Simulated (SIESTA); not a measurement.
# A series of single points on Pt

System: Pt (1 atom in the cell).
Method: Kohn-Sham DFT of a periodic cell, LDA, PseudoDojo 0.4 standard, converted to PSML, no spin polarisation (SIESTA 5.4.2).

The 7 runs differ only in the geometry, by an even scaling of the cell at fixed fractional positions. The structure derives from an entry of the Crystallography Open Database.

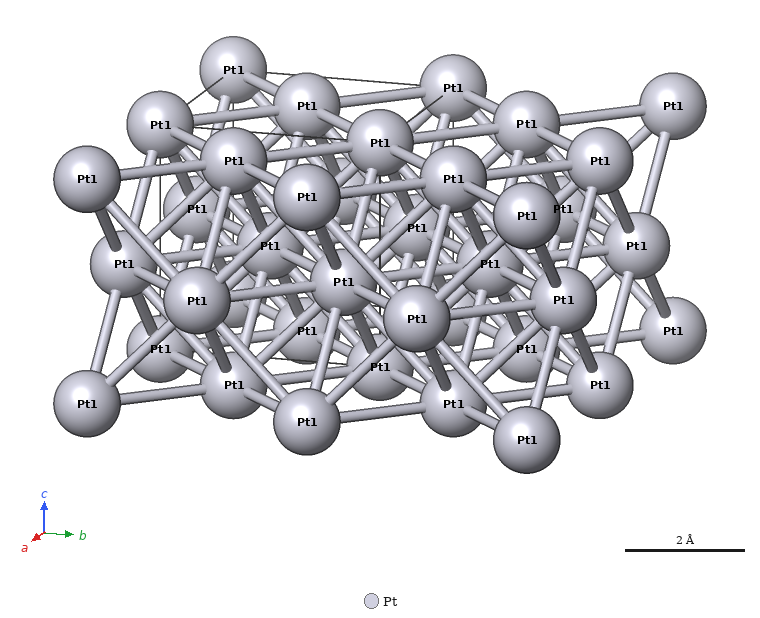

Figure 1. The structure of run 4 (ball-and-stick view of the cell 4 times as large as that of the calculation, set on its symmetry axes, repeated 2 × 2 × 1, seen slightly off an axis; atoms are numbered from 1 in the order of the input). An atom can appear more than once, as a periodic image.

### Input of run 4
```
SystemName                      Pt
SystemLabel                     Pt
NumberOfSpecies                 1
NumberOfAtoms                   1
%block ChemicalSpeciesLabel
  1  78 Pt
%endblock ChemicalSpeciesLabel

LatticeConstant                 1.0 Ang
%block LatticeVectors
     0.0000000000     1.9609000000     1.9609000000
     1.9609000000     0.0000000000     1.9609000000
     1.9609000000     1.9609000000     0.0000000000
%endblock LatticeVectors
AtomicCoordinatesFormat         Fractional
%block AtomicCoordinatesAndAtomicSpecies
     0.0000000000     0.0000000000     0.0000000000  1  Pt
%endblock AtomicCoordinatesAndAtomicSpecies

%block kgrid.MonkhorstPack
   12   0   0  0.0
    0  12   0  0.0
    0   0  12  0.0
%endblock kgrid.MonkhorstPack
XC.Functional                   LDA
XC.Authors                      PW92
PAO.BasisSize                   DZP
PAO.EnergyShift                 0.003 Ry
Mesh.Cutoff                     800 Ry
OccupationFunction              FD
ElectronicTemperature           0.05 eV
MaxSCFIterations                120
SCF.MustConverge                false
SCF.Mixer.Method                Pulay
SCF.Mixer.Weight                0.25
SCF.Mixer.History               8
SCF.DM.Tolerance                5.0e-05
SCF.H.Tolerance                 1.0e-03 eV
WriteForces                     true
Charge.Mulliken                 end
BandLinesScale                  ReciprocalLatticeVectors
%block BandLines
    1    0.000000   0.000000   0.000000  \Gamma
   12    0.500000   0.000000   0.500000  X
    6    0.500000   0.250000   0.750000  W
    4    0.375000   0.375000   0.750000  K
   13    0.000000   0.000000   0.000000  \Gamma
   11    0.500000   0.500000   0.500000  L
    8    0.625000   0.250000   0.625000  U
    4    0.500000   0.250000   0.750000  W
    9    0.500000   0.500000   0.500000  L
    8    0.375000   0.375000   0.750000  K
    1    0.625000   0.250000   0.625000  U
    4    0.500000   0.000000   0.500000  X
%endblock BandLines
%block PAO.Basis
  Pt 5
  n=5 0 2
    2.732 0.000
  n=6 0 2
    7.210 0.000
  n=5 1 2
    3.260 0.000
  n=6 1 1
    7.210
  n=5 2 2
    5.681 0.000
%endblock PAO.Basis
```

Command:
```bash
siesta < Pt.fdf > Pt.out 2>&1
```

Lattice vectors (Å) and fractional positions of run 4:
```
   0.000000    1.960900    1.960900
   1.960900    0.000000    1.960900
   1.960900    1.960900    0.000000
Pt  0.000000  0.000000  0.000000
```

Run 5 has the same physical settings and fractional positions; its lattice vectors (Å) are:
```
   0.000000    1.973886    1.973886
   1.973886    0.000000    1.973886
   1.973886    1.973886    0.000000
```

### Results, with one run withheld

```csv
run,volume per atom (Å³),"free energy per atom, from the lowest run given (meV)",pressure (GPa)
1,14.175,38.69,18.39
2,14.477,11.94,10.17
3,14.778,0.00,2.71
4,15.080,1.02,−3.64
5,15.381,?,?
6,15.683,35.42,−14.21
7,15.985,66.23,−18.39
```

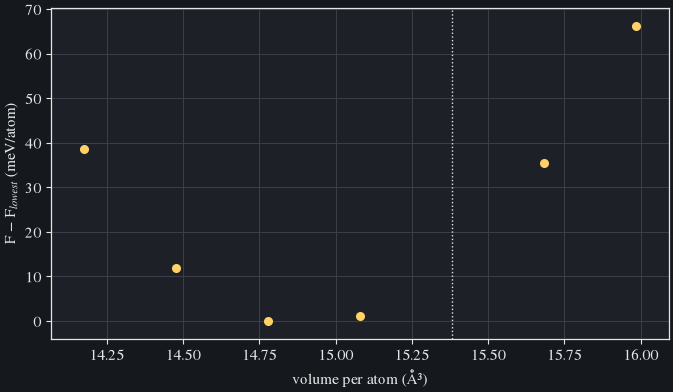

Figure 2. Free energy per atom of the runs given; the dotted line marks run 5.

Estimate the energy of run 5 from the others.

A cubic polynomial in V^(−2/3) (the Birch–Murnaghan form), fitted to the 6 runs given, misses them by at most 0.02 meV per atom. With x = V^(−2/3) − 0.16436 Å⁻², it reads F = −0.32634 − 1878 x + 1.2159e+06 x² + 6.1716e+06 x³ (meV per atom). At run 5 it gives 13.26 meV per atom, and the run itself gives 13.27. The slope of the fit gives a pressure −dF/dV of −9.26 GPa there, and the run prints −9.22 GPa. The fit has its minimum at 14.903 Å³ per atom, where V d²F/dV² gives 321 GPa: the bulk modulus at this level, since symmetry fixes the shape and the positions.

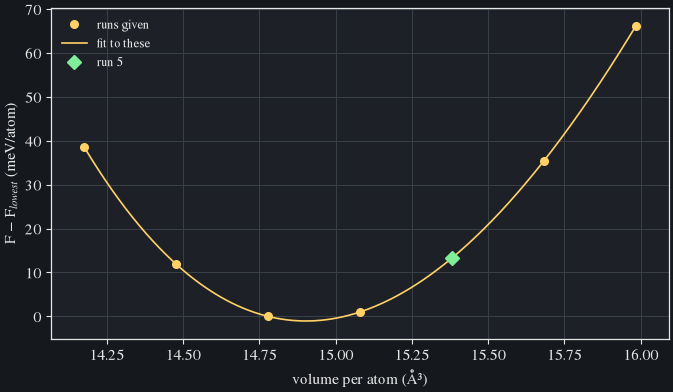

Figure 3. The fit and the withheld run.

### Some lines of the output (run 5)
```
[...]
outcell: Cell volume (Ang**3)        :     15.3814
stepf: Fermi-Dirac step function
siesta: Etot    =     -3554.569062
siesta: FreeEng =     -3554.584287
        iscf     Eharris(eV)        E_KS(eV)     FreeEng(eV)     dDmax    Ef(eV) dHmax(eV)
siesta: E_KS(eV) =            -3555.7112
siesta: E_KS - E_eggbox =     -3555.7112
siesta: Etot    =     -3555.711165
siesta: FreeEng =     -3555.727034
siesta:         Fermi =      -3.611058
siesta: Cell volume =         15.381423 Ang**3
    Orbital volume contribution        =           0.900449 eV
```

Notes: Points of doubt noted for this run: mulliken charges of long orbitals. Spin–orbit coupling is left out, which matters for Pt. With a small basis of atomic orbitals these values can differ much from converged plane-wave results.
